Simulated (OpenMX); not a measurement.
## A series of single points on Pd

System: Pd (Im-3m, 1 atom in the cell).
Method: Kohn-Sham DFT of a periodic cell, PBE, OpenMX 2013 PBE set, no spin polarisation (OpenMX 3.8.5).

The 7 runs differ only in the geometry, by an even scaling of the cell at fixed fractional positions. The structure derives from a Materials Project entry.

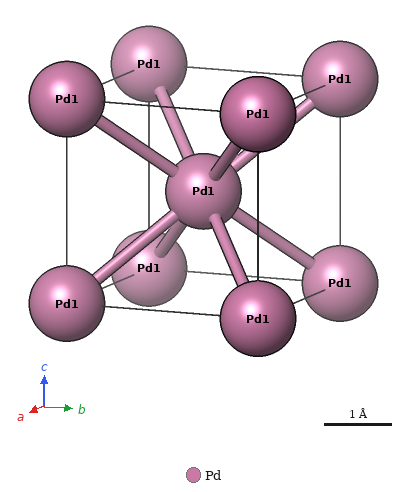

Figure 1. The structure of run 4 (ball-and-stick view of the cell 2 times as large as that of the calculation, set on its symmetry axes, seen slightly off an axis; atoms are numbered from 1 in the order of the input).

## Input of run 4
```
System.CurrrentDirectory             ./
System.Name                          Pd
DATA.PATH                            ./DFT_DATA13
level.of.stdout                      1
level.of.fileout                     0
Species.Number                       1
<Definition.of.Atomic.Species
  Pd  Pd7.0-s3p2d2           Pd_PBE13
Definition.of.Atomic.Species>

Atoms.Number                         1
Atoms.SpeciesAndCoordinates.Unit     FRAC
<Atoms.SpeciesAndCoordinates
    1  Pd    0.0000000000    0.0000000000    0.0000000000   8.000  8.000
Atoms.SpeciesAndCoordinates>

Atoms.UnitVectors.Unit               Ang
<Atoms.UnitVectors
    -1.5722810000    1.5722810000    1.5722810000
     1.5722810000   -1.5722810000    1.5722810000
     1.5722810000    1.5722810000   -1.5722810000
Atoms.UnitVectors>

scf.XcType                           GGA-PBE
scf.SpinPolarization                 off
scf.ElectronicTemperature            580.226
scf.energycutoff                     400.0
scf.maxIter                          100
scf.EigenvalueSolver                 band
scf.Kgrid                            13 13 13
scf.Mixing.Type                      rmm-diisk
scf.Init.Mixing.Weight               0.05
scf.Min.Mixing.Weight                0.001
scf.Max.Mixing.Weight                0.3
scf.Mixing.History                   25
scf.Mixing.StartPulay                8
scf.criterion                        1.0e-8
scf.stress.tensor                    on
MD.Type                              nomd
```

Command:
```bash
openmx Pd.dat -nt 1 > Pd.std
```

Run 2 has the same physical settings and fractional positions; its lattice vectors (Å) are:
```
  -1.551031    1.551031    1.551031
   1.551031   -1.551031    1.551031
   1.551031    1.551031   -1.551031
```

## Results, with one run withheld

```csv
run,volume per atom (Å³),"free energy per atom, from the lowest run given (meV)"
1,14.614,54.89
2,14.925,?
3,15.236,11.35
4,15.547,2.30
5,15.858,0.00
6,16.169,3.70
7,16.480,13.08
```

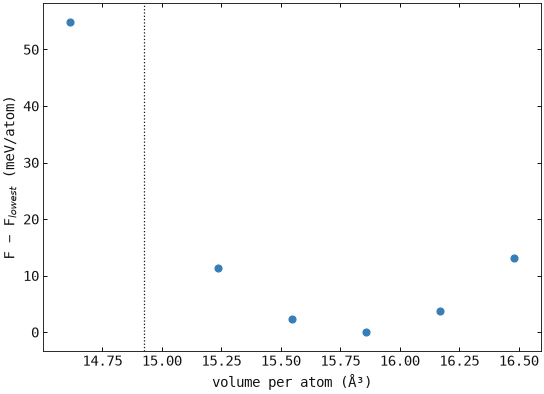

Figure 2. Free energy per atom of the runs given; the dotted line marks run 2.

Estimate the energy of run 2 from the others.

A cubic polynomial in V^(−2/3) (the Birch–Murnaghan form), fitted to the 6 runs given, misses them by at most 0.12 meV per atom. With x = V^(−2/3) − 0.15996 Å⁻², it reads F = 0.94787 + 1763.2 x + 7.3307e+05 x² + 3.8919e+06 x³ (meV per atom). At run 2 it gives 28.62 meV per atom, and the run itself gives 28.65. The fit has its minimum at 15.811 Å³ per atom, where V d²F/dV² gives 163 GPa: the bulk modulus at this level, since symmetry fixes the shape and the positions.

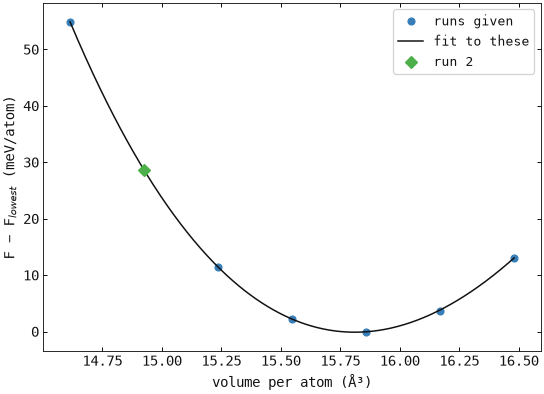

Figure 3. The fit and the withheld run.

## Some lines of the output (run 2)
```
[...]
  Cell_Volume =    100.720582915537 (Bohr^3)
        Total energy (Hartree) at MD = 1
   kloop=0
   kloop=1
   kloop=1098
```

Notes: With a small basis of atomic orbitals these values can differ much from converged plane-wave results.
